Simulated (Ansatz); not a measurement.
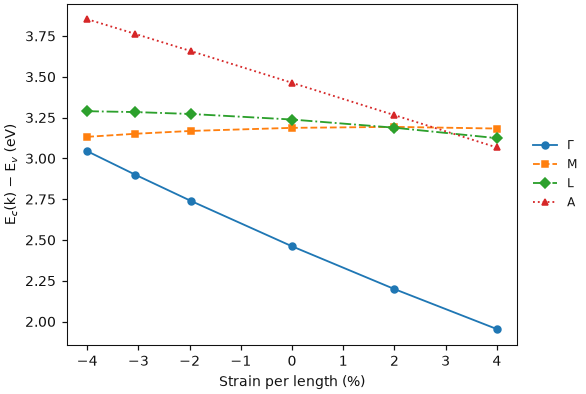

Lowest conduction level at each named k point, counted from the valence-band top at Γ. The names follow the standardised cell of this lattice; in reduced coordinates of the cell that was run, M is (0.5, 0, 0), L is (0.5, 0, 0.5) and A is (0, 0, 0.5).

System: wurtzite MgTe, space group P6_3mc (No. 186), 4 atoms in the cell, relaxed with r2SCAN; unstrained, a = 4.578 Å, c = 7.455 Å (hexagonal axes). All lengths are scaled by the strain listed, and the atoms are relaxed again with r2SCAN. Points keep the names and reduced coordinates of the unstrained primitive cell. Ansatz 0.2.0; PBE, Ansatz PAW set, no spin polarisation, no spin-orbit coupling, 6×6×4 k mesh, 420 eV cutoff.

How does each level move from −4 % to +4 %?

Γ falls by 1.09 eV, M rises by 0.05 eV, L falls by 0.17 eV and A falls by 0.78 eV.

How fast do the levels move with strain?

Straight lines through the points have slopes of −136 at Γ, +6 at M, −21 at L and −98 at A (meV for each 1 % of strain).

The values:
```
 strain  Γ (eV)  M (eV)  L (eV)  A (eV)
   −4 %    3.04    3.13    3.29    3.85
−3.06 %    2.90    3.15    3.28    3.76
−1.98 %    2.74    3.17    3.27    3.66
    0 %    2.46    3.19    3.24    3.46
   +2 %    2.20    3.19    3.19    3.27
   +4 %    1.95    3.18    3.12    3.07
```

Spin-orbit coupling is left out, which matters for Te. LDA, GGA and most meta-GGA functionals understate gaps.
